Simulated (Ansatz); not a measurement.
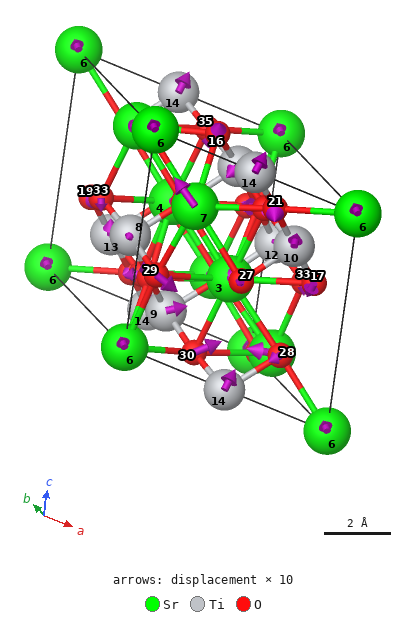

This is a relaxation of a crystal of SrTiO$_{3}$ (set up in P1). The starting structure is drawn; purple arrows show the displacements, magnified 10 times.

A ball-and-stick model of the cell of the calculation, seen slightly off an axis.

Level of theory: Ansatz, DFT PBEsol, scalar-relativistic, plane waves, PAW. (plane-wave cutoff 420 eV; k-point mesh 3 × 3 × 3; occupations gaussian; smearing width 0.02 eV; no spin polarisation; atoms relaxed in a fixed cell; force threshold 0.03 eV/Å; at most 25 steps)

Question: Describe the change and its energy.

Answer: The atom that moves furthest is a Sr atom (0.11 Å along [−1 1 1]). By element the largest moves are Sr 0.11 Å, O 0.09 Å, Ti 0.08 Å. The lattice vectors keep their values. Some distances before and after: O–Sr 2.600 → 2.755 Å, O–Sr 2.903 → 2.749 Å, O–Sr 2.846 → 2.698 Å, Sr–Ti 3.511 → 3.374 Å. Among the angles between lasting bonds that change: Sr–O–Ti 85.3° → 91.1°, O–Ti–O 87.1° → 92.6°, Ti–O–Ti 171.6° → 176.4°. The space group (tolerance 0.01 Å) goes from P1 (No. 1) to R3m (No. 160). After 5 geometry steps the energy has fallen by 21.5 meV per atom. Largest force component: 1.8 eV/Å at the start, 0.02 eV/Å at the end.
